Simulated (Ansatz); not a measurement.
# Geometry relaxation, with input and output: Ta4N5 (part 2 of 2)

The same run, continued: Ta4N5 (I4/m, 9 atoms in the cell); DFT r2SCAN, scalar-relativistic, plane waves, PAW, no spin polarisation (Ansatz 0.2.0); cutoff 500 eV, 10×10×10 k-mesh, Gaussian smearing of 0.1 eV. The structure derives from a Materials Project entry. It belongs to a series of runs on one base structure; here: relaxed at 4 GPa.

Geometry of the input (Å; fractional positions):
```
-3.4182  3.4182  2.1234
3.4182  -3.4182  2.1234
3.4182  3.4182  -2.1234
Ta 0.7830  0.6056  0.3886
Ta 0.3944  0.7830  0.1774
Ta 0.6056  0.2170  0.8226
Ta 0.2170  0.3944  0.6114
N  0.5000  0.5000  0.0000
N  0.9084  0.3083  0.2167
N  0.6917  0.9084  0.6000
N  0.3083  0.0916  0.4000
N  0.0916  0.6917  0.7833
```

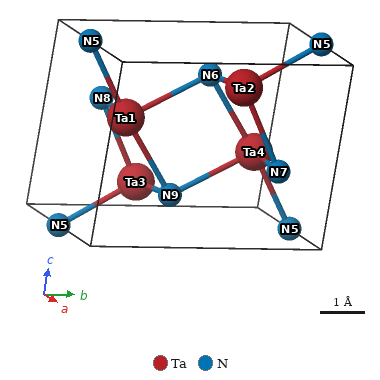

**Figure 1.** The geometry at step 3 of the log (ball-and-stick view of the reduced cell, seen slightly off an axis; atoms are numbered from 1 in the order of the input).

```
basis re-selected at this cell: Δ(F+E_penalty+E_count) = +5.894e-6 eV, ΔP = +0.000 GPa vs the last step (what re-selecting the basis moved, of the pressure what is left beyond the Pulay correction that the steps carried, after the strain that the cell walked since its last selection, with what the two solves' SCF thresholds leave and, on support functions, any second-order correction that the steps lacked; it is no measure of the basis error at this ecutwfc). This SCF's stress stands 3.13e-2 GPa from its target on what of the cell is left free (relax.cell.stress_tol is 8.00e-2 GPa) and its largest allowed force component is 5.45e-3 eV/Å (relax.f_tol is 8.00e-3 eV/Å): within both
SCF converged after 4 iterations
Free energy (F): -41712.738118 eV
Harris-Foulkes:  -41712.738118 eV  (|F-HF|=8.00e-11)
Internal energy: -41712.729871 eV  (E = F + TS)
E sigma→0 (E₀):  -41712.733995 eV
Entropy (-TS):   -0.008246 eV (-0.916 meV/atom)
Fermi energy:    18.511533 eV
--- Per-component energies (eV) ---
  E_band       = -399.201144
  E_kinetic    = 2137.163185
  E_local      = -3206.497024  (includes V_loc(G=0)·N_el)
  E_nonlocal   = 284.256690
  E_hartree    = 1108.848195
  E_xc         = -1122.333724
  E_vxc        = -1318.172996  (∫ρ·V_xc dr)
  E_paw        = -34337.873233  (= ΣΔE_a)
  E_vpaw       = -582.146256  (= ΣTr[D̂ρ^β])
  E_aug_tail   = 0.000435  (compensation charges beyond the density's cutoff)
  E_vtau       = 68.498462  (kinetic-family band-sum trace: ∫τ·v_τ [+ j·A + Jᵃ·Aᵃ] dr)
  E_ewald      = -6573.121451
  E_core_change = -3.172944  (= ΣΔE_core)
  E_smearing   = -0.008246  (= −TS)
  E_closure    = 0.000000  (closes the sum)
  Σ components = -41712.738118   (vs F -41712.738118, Δ=0.00e0)
--- Forces (eV/Å), atoms counted from 1 ---
  atom   1  Ta     0.00545101     0.00052334    -0.00000000
  atom   2  Ta     0.00052334    -0.00545101     0.00000000
  atom   3  Ta    -0.00052334     0.00545101     0.00000000
  atom   4  Ta    -0.00545101    -0.00052334     0.00000000
  atom   5  N     -0.00000000     0.00000000     0.00000000
  atom   6  N     -0.00012451     0.00198213    -0.00000000
  atom   7  N      0.00198213     0.00012451     0.00000000
  atom   8  N     -0.00198213    -0.00012451    -0.00000000
  atom   9  N      0.00012451    -0.00198213     0.00000000
  max |Σ_I F_I| component: 3.47e-18 eV/Å
--- Stress (GPa, compression-positive) ---
        3.989035       0.000000       0.000000
       -0.000000       3.989035      -0.000000
        0.000000      -0.000000       4.031268
  P = ⅓ Tr σ = 4.0031 GPa (40.031 kbar)
--- Band table (eV; the first three rows and the last of 144) ---
  k-point 0: bands = ["-52.7202", "-52.6419", "-52.6347", "-52.6347", "-18.9797", "-18.9737", "-18.8236", "-18.8236", "-18.8041", "-18.8041", "-18.6014", "-18.4877", "-18.4284", "-18.3805", "-18.2645", "-18.2645", "-0.5083", "1.2864", "1.2864", "1.7162", "1.9961", "10.7844", "10.7844", "11.2779", "11.5036", "11.7694", "12.3290", "12.3290", "12.5127", "12.6263", "13.1774", "13.1774", "13.7453", "15.5082", "15.6151", "15.6151", "17.0308", "17.0308", "17.4136", "19.0947", "19.5669", "19.6911", "19.6911", "20.0332", "20.0332", "20.3354", "21.0503", "22.3727"]
  k-point 1: bands = ["-52.7186", "-52.6463", "-52.6346", "-52.6320", "-18.9888", "-18.9617", "-18.8382", "-18.8126", "-18.8048", "-18.8046", "-18.5896", "-18.4779", "-18.4300", "-18.3829", "-18.2808", "-18.2645", "-0.4479", "1.2265", "1.2857", "1.6881", "2.0157", "10.6707", "10.7052", "11.4490", "11.5281", "11.7218", "12.2911", "12.5014", "12.6318", "12.6909", "13.1639", "13.2353", "13.6446", "15.2899", "15.4092", "15.5414", "16.9435", "17.0070", "17.5711", "18.8592", "19.4990", "19.7137", "19.8871", "20.0361", "20.2115", "20.5529", "21.2265", "22.4367"]
  k-point 2: bands = ["-52.7140", "-52.6545", "-52.6343", "-52.6288", "-19.0076", "-18.9226", "-18.8740", "-18.8320", "-18.8061", "-18.7640", "-18.5608", "-18.4568", "-18.4339", "-18.3904", "-18.3260", "-18.2646", "-0.2750", "1.0938", "1.2820", "1.6051", "2.0359", "10.5165", "10.6046", "11.5962", "11.5978", "11.8257", "12.3055", "12.6483", "12.7320", "13.0144", "13.1255", "13.4024", "13.4778", "14.6037", "15.1771", "15.3775", "16.6140", "16.9290", "17.8228", "18.7743", "19.5321", "19.6811", "19.8233", "20.0842", "20.8540", "20.8791", "21.6609", "22.4013"]
  k-point 143: bands = ["-52.6764", "-52.6764", "-52.6452", "-52.6339", "-18.9979", "-18.9960", "-18.8508", "-18.7632", "-18.7632", "-18.6340", "-18.5414", "-18.5414", "-18.4778", "-18.4778", "-18.3672", "-18.2345", "0.8106", "0.9788", "0.9788", "1.1759", "1.7362", "10.6188", "10.6188", "11.0150", "11.0590", "12.1416", "13.2273", "13.2273", "13.2721", "13.3770", "13.4191", "13.4191", "13.4689", "14.3960", "14.6236", "14.6236", "15.0322", "16.3580", "16.6645", "18.0200", "18.0200", "21.1360", "21.3217", "21.3217", "21.8952", "21.9787", "21.9787", "22.1091"]
--- Relaxed structure (3 steps of the walk, 3 accepted, 1 SCFs on fresh bases) ---
  F+E_penalty+E_count = -41712.73811789 eV   max|allowed force component| = 5.451e-3 eV/Å   (the final SCF, on the basis selected at the relaxed cell)
  cell:  # Å, volume = 99.2275 Å³
    - [-3.4170176885268453, 3.4170176885268453, 2.124602817870568]
    - [3.4170176885268453, -3.4170176885268453, 2.124602817870568]
    - [3.4170176885268453, 3.4170176885268453, -2.124602817870568]
  atoms:
    - { symbol: Ta, position: [0.783274635639337, 0.6055444041941609, 0.3888190398334976] }
    - { symbol: Ta, position: [0.39445559580583933, 0.783274635639337, 0.17773023144517602] }
    - { symbol: Ta, position: [0.6055444041941609, 0.21672536436066311, 0.822269768554824] }
    - { symbol: Ta, position: [0.21672536436066317, 0.39445559580583933, 0.6111809601665024] }
    - { symbol: N, position: [0.5, 0.5, -4.845845899723117e-21] }
    - { symbol: N, position: [0.9085644763178878, 0.3075759956354265, 0.21614047195331454] }
    - { symbol: N, position: [0.6924240043645734, 0.908564476317888, 0.6009884806824614] }
    - { symbol: N, position: [0.3075759956354266, 0.09143552368211194, 0.39901151931753853] }
    - { symbol: N, position: [0.09143552368211198, 0.6924240043645734, 0.7838595280466853] }
```

### Trajectory as extended XYZ (Å, eV, eV/Å), 4 frames, from step=1 to step=4
```
9
Lattice="-3.4182 3.4182 2.1234 3.4182 -3.4182 2.1234 3.4182 3.4182 -2.1234" Properties=species:S:1:pos:R:3:forces:R:3 step=1 energy=-41712.73759 pressure_GPa=4.23
Ta    0.7218    1.9347    2.1234    0.0087   0.0385   0.0000
Ta    1.9347   -0.7218    2.1234    0.0385  -0.0087   0.0000
Ta    1.4836    4.1400    0.0000   -0.0385   0.0087   0.0000
Ta    2.6965    1.4836    0.0000   -0.0087  -0.0385   0.0000
N     0.0000    0.0000    2.1234    0.0000   0.0000   0.0000
N    -1.3104    2.7917    2.1234   -0.0551   0.0341   0.0000
N     2.7917    1.3104    2.1234    0.0341   0.0551   0.0000
N     0.6266    2.1078    0.0000   -0.0341  -0.0551   0.0000
N     4.7287    0.6266    0.0000    0.0551  -0.0341   0.0000
9
Lattice="-3.4171 3.4171 2.1248 3.4171 -3.4171 2.1248 3.4171 3.4171 -2.1248" Properties=species:S:1:pos:R:3:forces:R:3 step=2 energy=-41712.73825 pressure_GPa=3.93
Ta    0.7199    1.9360    2.1248    0.0335   0.0041   0.0000
Ta    1.9360   -0.7199    2.1248    0.0041  -0.0335   0.0000
Ta    1.4811    4.1370    0.0000   -0.0041   0.0335   0.0000
Ta    2.6971    1.4811    0.0000   -0.0335  -0.0041   0.0000
N     0.0000    0.0000    2.1248    0.0000   0.0000   0.0000
N    -1.3162    2.7920    2.1248    0.0115   0.0028   0.0000
N     2.7920    1.3162    2.1248    0.0028  -0.0115   0.0000
N     0.6251    2.1009    0.0000   -0.0028   0.0115   0.0000
N     4.7332    0.6251    0.0000   -0.0115  -0.0028   0.0000
9
Lattice="-3.4170 3.4170 2.1246 3.4170 -3.4170 2.1246 3.4170 3.4170 -2.1246" Properties=species:S:1:pos:R:3:forces:R:3 step=3 energy=-41712.73812 pressure_GPa=4.00
Ta    0.7213    1.9359    2.1246    0.0053   0.0005   0.0000
Ta    1.9359   -0.7213    2.1246    0.0005  -0.0053   0.0000
Ta    1.4811    4.1383    0.0000   -0.0005   0.0053   0.0000
Ta    2.6957    1.4811    0.0000   -0.0053  -0.0005   0.0000
N     0.0000    0.0000    2.1246    0.0000   0.0000   0.0000
N    -1.3150    2.7921    2.1246   -0.0002   0.0020   0.0000
N     2.7921    1.3150    2.1246    0.0020   0.0002   0.0000
N     0.6249    2.1020    0.0000   -0.0020  -0.0002   0.0000
N     4.7321    0.6249    0.0000    0.0002  -0.0020   0.0000
9
Lattice="-3.4170 3.4170 2.1246 3.4170 -3.4170 2.1246 3.4170 3.4170 -2.1246" Properties=species:S:1:pos:R:3:forces:R:3 step=4 energy=-41712.73812 pressure_GPa=4.00
Ta    0.7213    1.9359    2.1246    0.0055   0.0005   0.0000
Ta    1.9359   -0.7213    2.1246    0.0005  -0.0055   0.0000
Ta    1.4811    4.1383    0.0000   -0.0005   0.0055   0.0000
Ta    2.6957    1.4811    0.0000   -0.0055  -0.0005   0.0000
N     0.0000    0.0000    2.1246    0.0000   0.0000   0.0000
N    -1.3150    2.7921    2.1246   -0.0001   0.0020   0.0000
N     2.7921    1.3150    2.1246    0.0020   0.0001   0.0000
N     0.6249    2.1020    0.0000   -0.0020  -0.0001   0.0000
N     4.7321    0.6249    0.0000    0.0001  -0.0020   0.0000
```

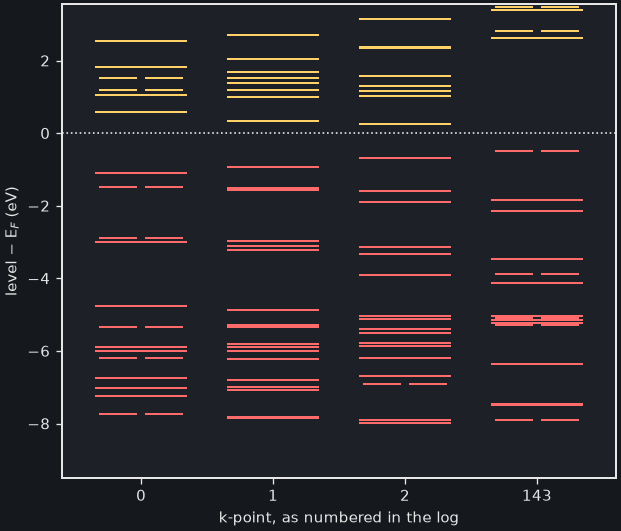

**Figure 2.** Kohn–Sham levels near the Fermi level (dotted) at the few k-points that the log prints; levels within 0.02 eV of each other stand side by side. The system is metallic on the full mesh.

### Results in brief

| quantity | value |
| --- | --- |
| outcome | converged |
| space group (tolerance 0.01 Å) | I4/m (87) |
| electrons treated | 77 |
| free energy | −41712.7381 eV |
| Fermi energy | 18.512 eV |
| gap on the k-point mesh | none (metallic) |
| pressure | 4.00 GPa |
| final volume | 99.23 Å³ |
| largest force (length of the vector) at the end | 0.005 eV/Å |
| final cell | a = 5.279 Å, b = 5.279 Å, c = 5.279 Å, α = 99.32°, β = 99.32°, γ = 132.53° |
| wall time | 2.9 min (CPU time 5.6 min) |
| peak memory | 1.1 GiB |

### Remarks

Spin–orbit coupling is left out, which matters for Ta. The cell holds an odd number of electrons but the run has no spin polarisation, so a band is left half filled.
